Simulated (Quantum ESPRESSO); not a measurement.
## A series of single points on MnO$_{2}$

System: MnO$_{2}$ (P6₃/mmc, 6 atoms in the cell).
Method: Kohn-Sham DFT of a periodic cell, PBEsol, GBRV 1.5 PBEsol, spin-polarised (Quantum ESPRESSO 7.5).

The 7 runs differ only in the geometry, by an even scaling of the cell at fixed fractional positions. The structure derives from a Materials Project entry.

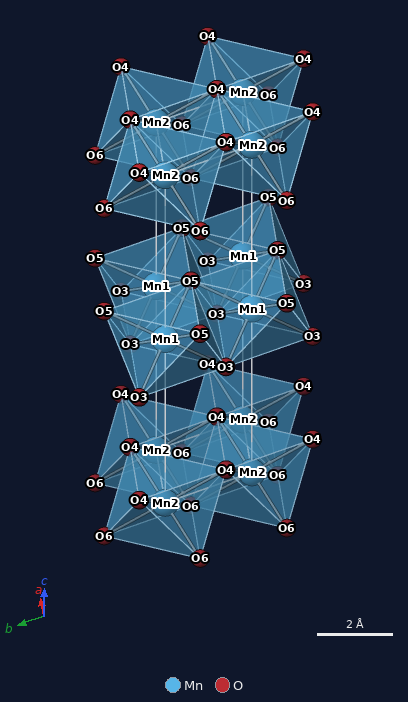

Figure 1. The structure of run 4 (polyhedral view of the cell of the calculation, seen at an oblique angle; polyhedra are completed across the faces of the cell; atoms are numbered from 1 in the order of the input).

### Input of run 4
```
&CONTROL
  calculation = 'scf'
  prefix = 'pwscf'
  outdir = './tmp'
  pseudo_dir = './pseudo'
  tstress = .true.
  disk_io = 'nowf'
/
&SYSTEM
  ibrav = 0
  nat = 6
  ntyp = 2
  ecutwfc = 45
  ecutrho = 360
  nbnd = 40
  occupations = 'smearing'
  smearing = 'fd'
  degauss = 0.00367493
  nspin = 2
  starting_magnetization(1) = 0.2667
  starting_magnetization(2) = 0
/
&ELECTRONS
  conv_thr = 1.2d-09
  electron_maxstep = 120
  mixing_beta = 0.3
/
ATOMIC_SPECIES
Mn    54.9380 mn_pbesol_v1.5.uspp.F.UPF
O     15.9990 o_pbesol_v1.2.uspp.F.UPF
CELL_PARAMETERS angstrom
   2.8549554371    0.0000000000    0.0000000000
  -1.4274777185    2.4724639352    0.0000000000
   0.0000000000    0.0000000000   10.2217427273
ATOMIC_POSITIONS crystal
Mn     0.0000000000    0.0000000000    0.5000000000
Mn     0.0000000000    0.0000000000    0.0000000000
O      0.6666666667    0.3333333333    0.4068564500
O      0.6666666667    0.3333333333    0.0931435500
O      0.3333333333    0.6666666667    0.5931435500
O      0.3333333333    0.6666666667    0.9068564500
K_POINTS automatic
11 11 3 0 0 0
```

Command:
```bash
OMP_NUM_THREADS=1 mpirun -n 2 pw.x -nk 2 -in pw.in > pw.out
```

Run 2 differs from it as follows:
```diff
-   2.8549554371    0.0000000000    0.0000000000
-  -1.4274777185    2.4724639352    0.0000000000
-   0.0000000000    0.0000000000   10.2217427273
+   2.8163702283    0.0000000000    0.0000000000
+  -1.4081851141    2.4390481641    0.0000000000
+   0.0000000000    0.0000000000   10.0835941339
```

### Results, with one run withheld

| run | volume per atom (Å³) | free energy per atom, from the lowest run given (meV) | pressure (GPa) | gap on the mesh (eV) |
| --- | --- | --- | --- | --- |
| 1 | 11.304 | 19.46 | 10.80 | 0.57 |
| 2 | 11.544 | ? | ? | ? |
| 3 | 11.785 | 0.33 | 1.99 | 0.73 |
| 4 | 12.025 | 0.00 | −1.74 | 0.81 |
| 5 | 12.266 | 5.04 | −5.08 | 0.88 |
| 6 | 12.507 | 14.76 | −8.05 | 0.95 |
| 7 | 12.747 | 28.72 | −10.70 | 1.01 |

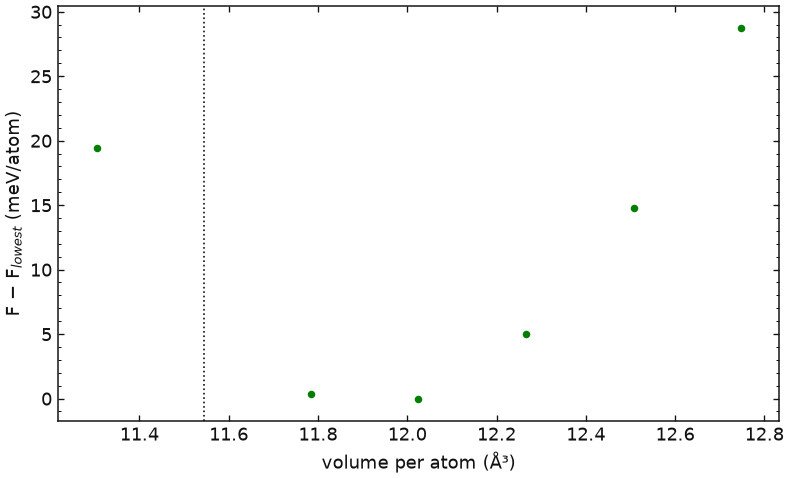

Figure 2. Free energy per atom of the runs given; the dotted line marks run 2.

Fit the runs given and predict run 2.

A cubic polynomial in V^(−2/3) (the Birch–Murnaghan form), fitted to the 6 runs given, misses them by at most 0.02 meV per atom. With x = V^(−2/3) − 0.18984 Å⁻², it reads F = 0.86129 − 1525.2 x + 4.1544e+05 x² + 6.5403e+05 x³ (meV per atom). At run 2 it gives 6.59 meV per atom, and the run itself gives 6.62. The slope of the fit gives a pressure −dF/dV of 6.30 GPa there, and the run prints 6.13 GPa. The two needn't agree exactly: the fit is approximate, and the printed stress is taken on a finite basis. The fit has its minimum at 11.917 Å³ per atom, where V d²F/dV² gives 184 GPa. Cell shape and fractional positions are held, so this is the stiffness under even scaling; the relaxed bulk modulus wasn't computed and can be far lower in a crystal of layers, chains or molecules like this one. The gap on the mesh goes, without turning, from 0.57 eV in run 1 to 1.01 eV in run 7; run 2 has 0.65 eV. These are gaps of this functional on this mesh, which can miss the band edges; they aren't the measured gap.

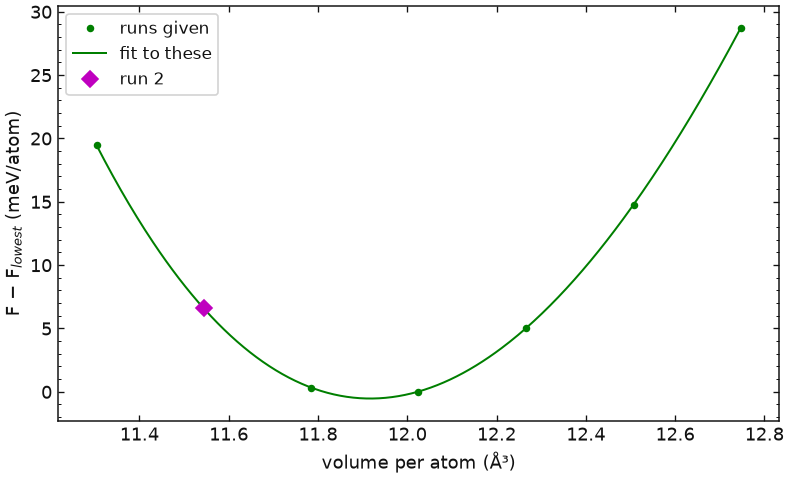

Figure 3. The fit and the withheld run.

### Some lines of the output (run 2)
```
[...]
     total energy              =    -551.21568268 Ry
     total energy              =    -551.21561457 Ry
     total energy              =    -551.21581476 Ry
     total energy              =    -551.21583257 Ry
     total energy              =    -551.21583787 Ry
     total energy              =    -551.21584372 Ry
     total energy              =    -551.21584436 Ry
     total energy              =    -551.21584469 Ry
     total energy              =    -551.21584481 Ry
     the Fermi energy is     7.3083 ev
!    total energy              =    -551.21584492 Ry
     The total energy is F=E-TS. E is the sum of the following terms:
     Computing stress (Cartesian axis) and pressure
          total   stress  (Ry/bohr**3)                   (kbar)     P=       61.30
```

Notes: Semilocal DFT without U tends to delocalise the d electrons of such compounds and to underestimate the gap.
